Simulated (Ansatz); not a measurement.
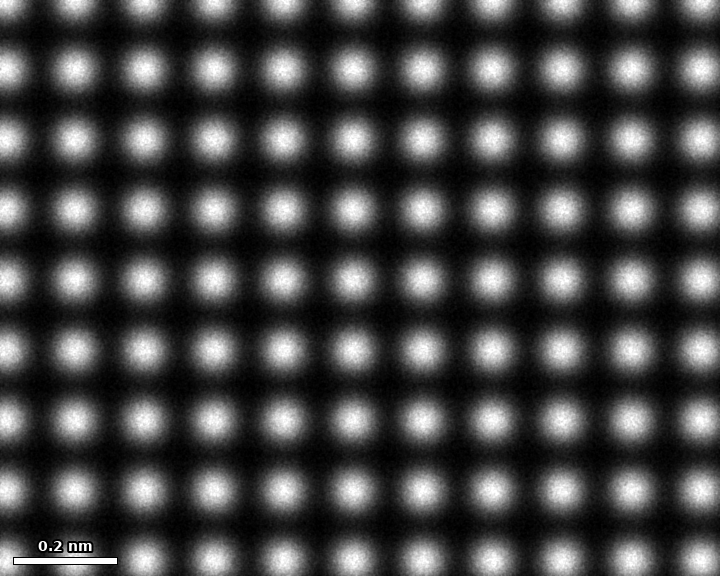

Z-contrast image of Rh (Cmcm, No. 63). Simulated incoherent Z contrast: every atom adds Z^1.6 spread by a probe of 0.65 Å full width; channelling and multiple scattering are left out. The probe carries 15 % of its weight in a tail 2.5 times as wide. Shot noise was added. Model: the input geometry of a calculation; the starting structure was generated, so it need not be a known form of this composition.

```
Rh
1.0
     2.70577    0.00000    0.00000
     0.00000    8.19211    0.00000
     0.00000    0.00000    2.72967
Rh
4
Direct
  0.00000 0.63522 0.25000
  0.50000 0.86478 0.75000
  0.50000 0.13522 0.25000
  0.00000 0.36478 0.75000
```

Along which zone axis is the crystal seen: [010], [100], [110] or [101]? (Directions equivalent by symmetry count as one.)

Answer. [010]. The projected cells are 1.35 × 1.36 Å, 90° for [010]; 2.73 × 4.10 Å, 90° for [100]; 2.57 × 2.73 Å, 90° for [110]; 1.92 × 4.21 Å, 103° for [101], and the image repeats as the [010] one does.
